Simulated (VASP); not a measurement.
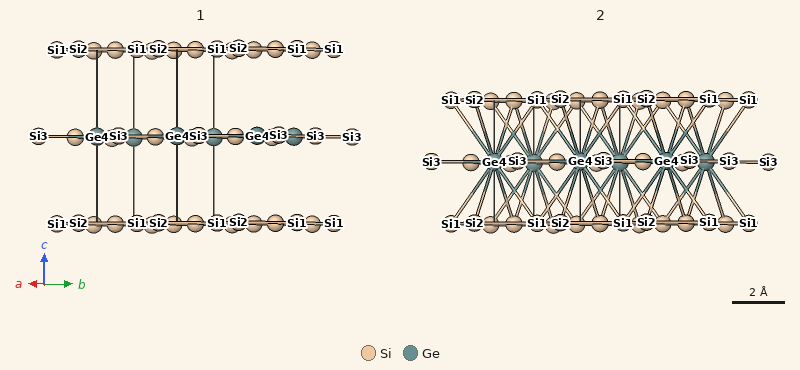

Two geometries of a crystal of Si3Ge (a generated structure, set up in P4/mmm), drawn at one scale. One is the start of a relaxation, the other its converged end. The picture is a ball-and-stick view of the cell of the calculation, repeated 1 × 2 × 1 with one cell outlined, seen from a free direction.

Level of theory: Kohn-Sham DFT of a periodic cell, PBE, VASP PAW PBE potentials, recommended (VASP). (plane-wave cutoff 520 eV; k-point mesh 6 × 6 × 3; occupations gaussian; smearing width 0.15 eV; no spin polarisation)

Question: Which geometry has the lower energy?

Answer: Structure 2 is the relaxed one. The run lets cell and atoms move. No atom moves by more than 0.005 Å relative to the cell. The drawn cell changes as follows: a = b 3.416 → 3.671 Å (+7.4 %), c 6.749 → 4.791 Å (−29.0 %); the volume changes by −18.0 %. Among the contacts that change: Si1–Ge4 3.782 → 3.018 Å, Si1–Si3 3.782 → 3.018 Å, Si3–Ge4 2.416 → 2.596 Å, Si1–Si2 2.416 → 2.596 Å. The space group stays P4/mmm (No. 123). After 7 geometry steps the energy has fallen by 234 meV per atom. All forces vanish by symmetry, so only the cell relaxes. Pressure: 2.74 GPa at the start and −0.25 GPa at the end. The volume changes by over a tenth within one run on a fixed set of plane waves, so the end point should be relaxed again from the new cell. It ran on 1 thread of Intel(R) Xeon(R) Platinum 8488C (Sapphire Rapids), with other jobs on the host.
